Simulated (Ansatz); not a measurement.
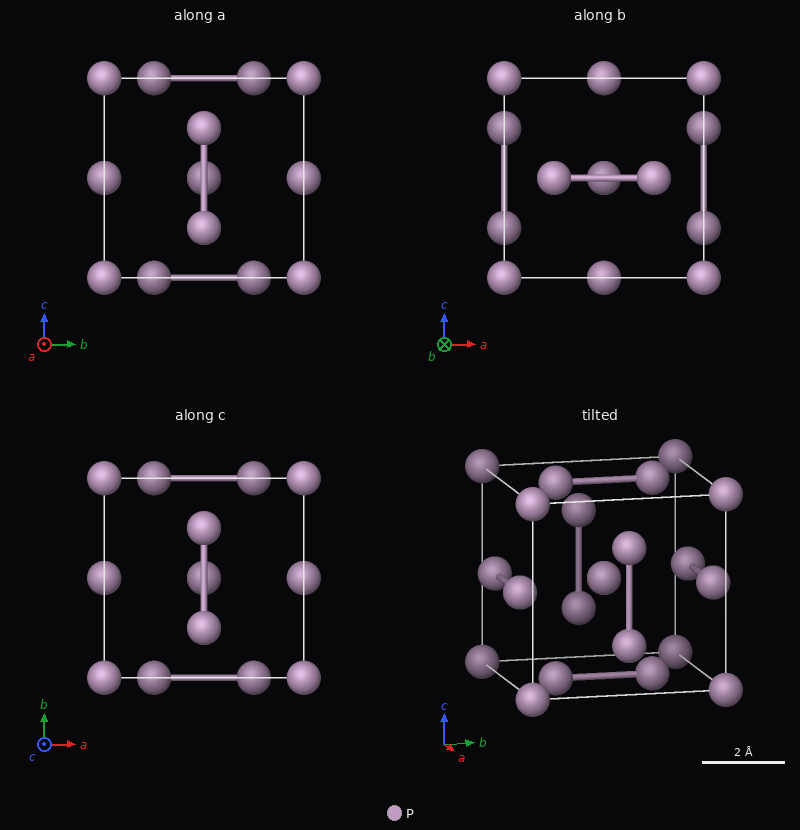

The image is a ball-and-stick drawing of a crystal, viewed along the a axis, along the b axis, along the c axis and slightly off an axis. The wireframe shows the conventional unit cell.

Lattice parameters: a = 4.918 Å, b = 4.918 Å, c = 4.918 Å, α = 90.00°, β = 90.00°, γ = 90.00°.

Write down what is shown as a table of Wyckoff sites.

Answer. Space group Pm-3n (No. 223).
```
atom  site       x       y       z
   P    2a  0.0000  0.0000  0.0000
   P    6c  0.2500  0.0000  0.5000
```

The initial geometry was a structure type filled with this element by a generator (whether the element takes this form wasn't checked). Earlier steps of the study may have refined or changed the cell and positions. An electronic-structure calculation with Ansatz was run on it.
